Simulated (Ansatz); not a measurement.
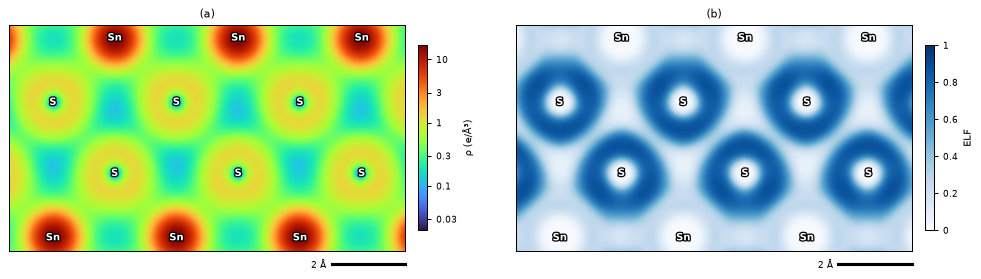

Figure 1: SnS2. (a) valence charge density (pseudo); (b) electron localisation function on the (011̄) plane of the conventional cell.

Space group P-3m1; computed pressure about 50 GPa in this cell.

Theory: DFT PBEsol, scalar-relativistic, plane waves, PAW (Ansatz 0.2.0).

The calculation's input:

```
crystal:
  lattice:
    - [3.3599878374, 0.0, 0.0]
    - [-1.6799939187, 2.9098348236, 0.0]
    - [0.0, 0.0, 4.5775585538]
  atoms:
    - { symbol: Sn, position: [0.0, 0.0, 0.0] }
    - { symbol: S, position: [0.6666666667, 0.3333333333, 0.3138586952] }
    - { symbol: S, position: [0.3333333333, 0.6666666667, 0.6861413048] }
basis:
  ecutwfc: 420
kpoints:
  mp_grid: { grid: [12, 12, 10] }
hamiltonian:
  xc: pbesol
scf:
  occupations: { method: fermi_dirac, width: 0.15 }
output:
  forces: true
  stress: true
  eigenvalues: true
  write_density: true
  write_potential: true
  elf: true
  volumetric_format: npy
relax:
  adjacent_minimum: "off"
  f_tol: 0.001
  max_steps: 60
  cell: { stress_tol: 0.02, p_target: 50.0 }
```

Run with:

```sh
ansatz run input.yaml --threads 1 --pin off --max-ram 3072MiB --backend cpu --events-out ev --progress --plain --runs-dir out
```

Below, planes, directions and counts refer to the conventional cell (a = 3.35 Å, b = 3.35 Å, c = 4.58 Å, α = 90.00°, β = 90.00°, γ = 120.00°).

The fields are those of the relaxed geometry.

Q: Describe what can be read from this map.

A:
- Atoms in the plane: Sn and S.
- Sn–S (2.42 Å): ρ is about 0.57 e/Å³ halfway; the ELF peaks at about 0.85 in the valence shell of S, 0.8 Å from its nucleus, and is about 0.55 at the midpoint.
- Between the atoms the lowest density in this plane is 0.12 e/Å³.
